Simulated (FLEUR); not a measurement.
**Energy of KI along an even scaling of the cell**

System: KI (Fm-3m, 2 atoms in the cell).
Method: Kohn-Sham DFT of a periodic cell, LDA, all-electron, no spin polarisation (FLEUR MaX-R8.1 (later development tree)).

The 5 runs differ only in the geometry, by an even scaling of the cell at fixed fractional positions. The structure derives from an entry of the Crystallography Open Database.

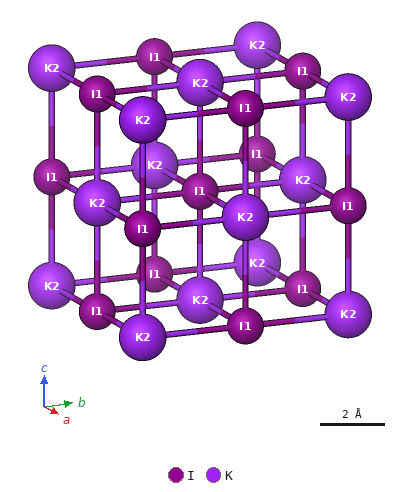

Figure 1. The structure of run 3 (ball-and-stick view of the cell 4 times as large as that of the calculation, set on its symmetry axes, seen slightly off an axis; atoms are numbered from 1 in the order of the input).

### Input of run 3
```
<?xml version="1.0" encoding="UTF-8" standalone="no"?>
<fleurInput fleurInputVersion="0.39">
   <comment>
      KI                                                                                                  
   </comment>
   <calculationSetup>
      <cutoffs Kmax="4.1" Gmax="12.7" GmaxXC="12.7" numbands="0"/>
      <scfLoop itmax="60" minDistance="0.00001" maxIterBroyd="15" imix="Anderson" alpha="0.05" precondParam="0.0" spinf="2.0" sdNocoIR="T"/>
      <coreElectrons ctail="T" frcor="F" kcrel="0" coretail_lmax="0"/>
      <xcFunctional name="vwn" relativisticCorrections="F"/>
      <magnetism jspins="1"/>
      <soc l_soc="F" theta="0.0" phi="0.0" spav="F"/>
      <expertModes spex="0" secvar="F"/>
      <geometryOptimization l_f="F" forcealpha="1.0" forcemix="BFGS" epsdisp="0.00001" epsforce="0.00001"/>
      <ldaU l_linMix="F" mixParam="0.05" spinf="1.0"/>
   </calculationSetup>
   <cell>
      <bzIntegration valenceElectrons="32.0" mode="hist" fermiSmearingEnergy="0.00183747">
         <kPointListSelection listName="default-1"/>
         <!-- k-points included here -->
         <xi:include xmlns:xi="http://www.w3.org/2001/XInclude" href="kpts.xml"> </xi:include>
      </bzIntegration>
      <!-- symmetry operations included here -->
      <xi:include xmlns:xi="http://www.w3.org/2001/XInclude" href="sym.xml"> </xi:include>
      <bulkLattice scale="1.0">
         <bravaisMatrix>
            <row-1>    0.0000000000000000     6.6759772098337642     6.6759772098337642</row-1>
            <row-2>    6.6759772098337642     0.0000000000000000     6.6759772098337642</row-2>
            <row-3>    6.6759772098337642     6.6759772098337642     0.0000000000000000</row-3>
         </bravaisMatrix>
      </bulkLattice>
   </cell>
   <atomSpecies>
      <species name="Iodine (I)" element="I" atomicNumber="53">
         <mtSphere radius="2.66" gridPoints="879" logIncrement="0.015"/>
         <atomicCutoffs lmax="11" lnonsphr="8"/>
         <electronConfig flipSpins="F">
            <coreConfig>(1s1/2) (2s1/2) (2p1/2) (2p3/2) (3s1/2) (3p1/2) (3p3/2) (4s1/2) (3d3/2) (3d5/2)</coreConfig>
            <valenceConfig>(4p1/2) (4p3/2) (5s1/2) (4d3/2) (4d5/2) (5p1/2) (5p3/2)</valenceConfig>
            <stateOccupation state="(5p1/2)" spinUp="0.833333" spinDown="0.833333"/>
            <stateOccupation state="(5p3/2)" spinUp="1.666667" spinDown="1.666667"/>
         </electronConfig>
         <energyParameters s="5" p="5" d="5" f="4"/>
         <lo type="SCLO" l="1" n="4" eDeriv="0"/>
         <lo type="SCLO" l="1" n="4" eDeriv="1"/>
         <lo type="SCLO" l="2" n="4" eDeriv="0"/>
         <lo type="SCLO" l="2" n="4" eDeriv="1"/>
         <lo type="SCLO" l="0" n="5" eDeriv="2"/>
         <lo type="SCLO" l="3" n="4" eDeriv="2"/>
      </species>
      <species name="Potassium (K)" element="K" atomicNumber="19">
         <mtSphere radius="2.66" gridPoints="879" logIncrement="0.014"/>
         <atomicCutoffs lmax="11" lnonsphr="8"/>
         <electronConfig flipSpins="F">
            <coreConfig>(1s1/2) (2s1/2) (2p1/2) (2p3/2)</coreConfig>
            <valenceConfig>(3s1/2) (3p1/2) (3p3/2) (4s1/2)</valenceConfig>
            <stateOccupation state="(4s1/2)" spinUp="0.500000" spinDown="0.500000"/>
         </electronConfig>
         <energyParameters s="4" p="3" d="3" f="4"/>
         <lo type="SCLO" l="0" n="3" eDeriv="0"/>
         <lo type="HELO" l="1" n="4" eDeriv="0"/>
         <lo type="HELO" l="1" n="4" eDeriv="1"/>
         <lo type="SCLO" l="2" n="3" eDeriv="2"/>
         <lo type="SCLO" l="3" n="4" eDeriv="2"/>
      </species>
   </atomSpecies>
   <atomGroups>
      <atomGroup species="Iodine (I)">
         <relPos label="                   1">1.000/2.000 1.000/2.000 1.000/2.000</relPos>
         <force calculate="T" relaxXYZ="TTT"/>
      </atomGroup>
      <atomGroup species="Potassium (K)">
         <relPos label="                   2">.0000000000 .0000000000 .0000000000</relPos>
         <force calculate="T" relaxXYZ="TTT"/>
      </atomGroup>
   </atomGroups>
   <output dos="F" band="F" slice="F">
      <checks vchk="F" cdinf="F"/>
      <bandDOS minEnergy="-.5*Htr" maxEnergy="0.5*Htr" sigma="0.015" storeEVData="T"/>
      <vacuumDOS vacdos="F" integ="F" star="F" nstars="0" locx1="0.0" locy1="0.0" locx2="0.0" locy2="0.0" nstm="0" tworkf="0.0"/>
      <unfoldingBand unfoldBand="F" supercellX="1" supercellY="1" supercellZ="1"/>
      <plotting iplot="0" polar="F">
         <plot TwoD="T" vec1="  1.0  0.0  0.0" vec2="  0.0  1.0  0.0" vec3="  0.0  0.0  1.0" zero="  0.0  0.0  0.0" file="plot"/>
      </plotting>
      <chargeDensitySlicing numkpt="0" minEigenval="0.0" maxEigenval="0.0" nnne="0" pallst="F"/>
      <specialOutput eonly="F"/>
      <moessbauerParams electricFieldGradient="T" isomerShift="T" coreHyperfine="T" valenceHyperfine="T"/>
      <magneticCircularDichroism mcd="F" energyLo="-10.0" energyUp="0.0"/>
   </output>
  <!-- We include the file relax.xml here to enable relaxations (see documentation) -->
  <xi:include xmlns:xi="http://www.w3.org/2001/XInclude" href="relax.xml"> <xi:fallback/> </xi:include>
</fleurInput>
```

Lattice vectors (Å) and fractional positions of run 3:
```
   0.000000    3.532775    3.532775
   3.532775    0.000000    3.532775
   3.532775    3.532775    0.000000
I   0.500000  0.500000  0.500000
K   0.000000  0.000000  0.000000
```

Run 4 has the same physical settings and fractional positions; its lattice vectors (Å) are:
```
   0.000000    3.579264    3.579264
   3.579264    0.000000    3.579264
   3.579264    3.579264    0.000000
```

### Results, with one run withheld

| run | volume per atom (Å³) | free energy per atom, from the lowest run given (meV) | gap on the mesh (eV) |
| --- | --- | --- | --- |
| 1 | 41.445 | 0.00 | 3.75 |
| 2 | 42.327 | 4.31 | 3.70 |
| 3 | 44.091 | 16.67 | 3.61 |
| 4 | 45.854 | ? | ? |
| 5 | 46.736 | 42.33 | 3.48 |

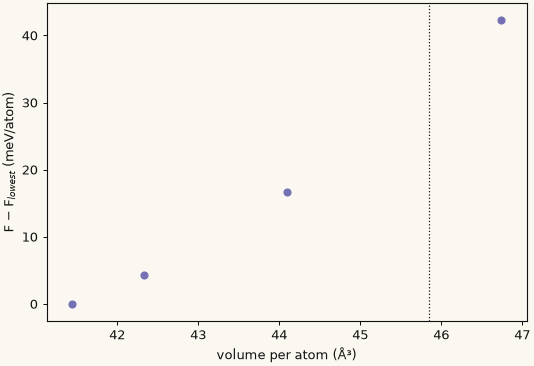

Figure 2. Free energy per atom of the runs given; the dotted line marks run 4.

Fit the runs given and predict run 4.

A quadratic polynomial in V^(−2/3) (the Birch–Murnaghan form), fitted to the 4 runs given, misses them by at most 0.03 meV per atom. With x = V^(−2/3) − 0.08076 Å⁻², it reads F = 12.573 − 6076.6 x + 5.407e+05 x² (meV per atom). At run 4 it gives 32.94 meV per atom, and the run itself gives 32.99. The fit has no minimum inside this range. The gap on the mesh goes, without turning, from 3.75 eV in run 1 to 3.48 eV in run 5; run 4 has 3.52 eV. These are gaps of this functional on this mesh, which can miss the band edges; they aren't the measured gap.

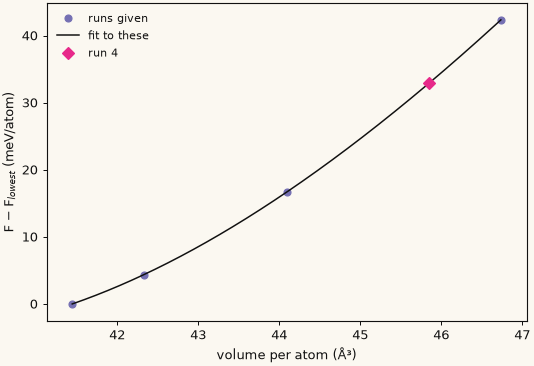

Figure 3. The fit and the withheld run.

### Output (run 4)
```
Welcome to FLEUR        (www.flapw.de)
      MaX-Release 8.1          (www.max-centre.eu)

 ========== k-point set info ==========
 Selected k-point list: default-1
 k-point list type: mesh
 7 x 7 x 7
 Number of k points: 20

 ------------Calculation Setup---------------------------
 Number of MPI-tasks      :            1
 Number of PE/node        :            1
 Number of OMP-threads    :            1
 Most efficient MPI parallelization for:
           1           2           4           5          10          20
 Additional eigenvalue parallelization possible
 Number of basis functions:          810
 Approximate size of matrices (H+S) per k-point:         0.010 GB
 --------------------------------------------------------

 Iteration:     1   Distance:       3.32245173 me/bohr^3

 Iteration:     2   Distance:       3.12600089 me/bohr^3

 Iteration:     3   Distance:       1.43420038 me/bohr^3

 Iteration:     4   Distance:       0.51899622 me/bohr^3

 Iteration:     5   Distance:       0.43461172 me/bohr^3

 Iteration:     6   Distance:       0.03379016 me/bohr^3

 Iteration:     7   Distance:       0.03276393 me/bohr^3

 Iteration:     8   Distance:       0.00895565 me/bohr^3

 Iteration:     9   Distance:       0.00105586 me/bohr^3

 Iteration:    10   Distance:       0.00118107 me/bohr^3

 Iteration:    11   Distance:       0.00010060 me/bohr^3

 Iteration:    12   Distance:       0.00001444 me/bohr^3

 Iteration:    13   Distance:       0.00000499 me/bohr^3

 ********************************************************************
 Run finished successfully
 Stop message:
   all done
 ********************************************************************
```
